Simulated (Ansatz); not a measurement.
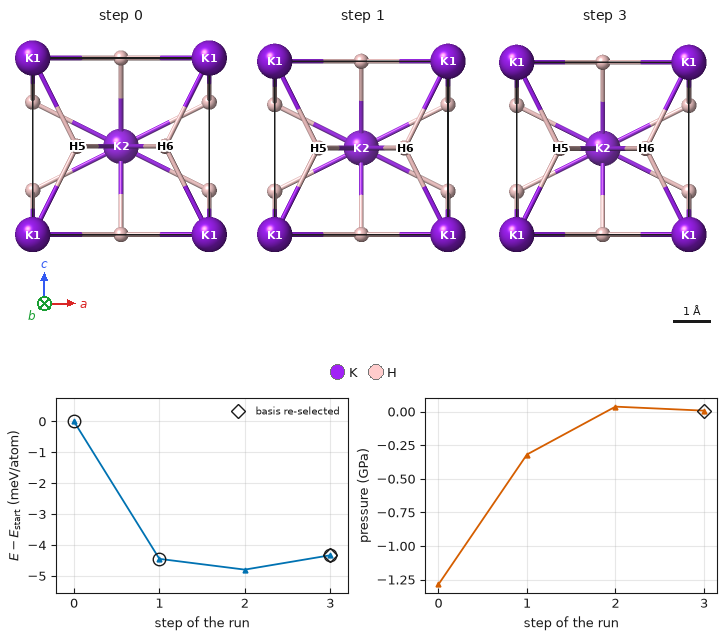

Frames of a relaxation of crystalline KH3 (built on the A15 type), marked on the history of the run. A ball-and-stick model of the cell of the calculation, seen along the b axis.

Case: A15 type (Pm-3n, No. 223).

Level of theory: DFT PBE, scalar-relativistic, plane waves, PAW in Ansatz.

Input file:
```yaml
crystal:
  lattice:
    - [4.8444968704, 0.0, 0.0]
    - [0.0, 4.8444968704, 0.0]
    - [0.0, 0.0, 4.8444968704]
  atoms:
    - { symbol: K, position: [0.0, 0.0, 0.0] }
    - { symbol: K, position: [0.5, 0.5, 0.5] }
    - { symbol: H, position: [0.0, 0.5, 0.25] }
    - { symbol: H, position: [0.0, 0.5, 0.75] }
    - { symbol: H, position: [0.25, 0.0, 0.5] }
    - { symbol: H, position: [0.75, 0.0, 0.5] }
    - { symbol: H, position: [0.5, 0.75, 0.0] }
    - { symbol: H, position: [0.5, 0.25, 0.0] }
basis:
  ecutwfc: 420
kpoints:
  mp_grid: { grid: [8, 8, 8] }
hamiltonian:
  xc: pbe
scf:
  occupations: { method: gaussian, width: 0.1 }
output:
  forces: true
  stress: true
  eigenvalues: true
relax:
  adjacent_minimum: "off"
  f_tol: 0.01
  max_steps: 80
  cell: { stress_tol: 0.05 }
```

Command:
```bash
ansatz run input.yaml --threads 1 --pin off --max-ram 2560MiB --backend cpu --events-out ev --progress --plain --runs-dir out
```

Question: What happens along the run?

Answer: The atoms keep their places relative to the cell (all moves are under 0.005 Å). The volume changes by −7.2 %, with a = b = c 4.844 → 4.726 Å (−2.5 %). Among the contacts that change: K1–H3 2.708 → 2.642 Å. The space group stays Pm-3n (No. 223). After 2 accepted moves (3 points after the start) the energy has fallen by 4.3 meV per atom. All forces vanish by symmetry, so only the cell relaxes. The pressure goes from −1.29 to 0.01 GPa. At 1 point the geometry stayed and the basis and grid were re-selected for the new cell (energy shift of 0.5 meV per atom at most each time). From step 0 to 1: volume −5.5 %, energy −4.4 meV per atom. From step 1 to 3: volume −1.8 %, energy +0.1 meV per atom.

| step | E − E(0), meV/atom | pressure, GPa | volume, Å³/atom | note |
| --- | --- | --- | --- | --- |
| 0 | 0.00 | -1.29 | 14.212 |  |
| 1 | -4.45 | -0.32 | 13.431 |  |
| 2 | -4.79 | 0.04 | 13.193 |  |
| 3 | -4.33 | 0.01 | 13.193 | same geometry, new basis |
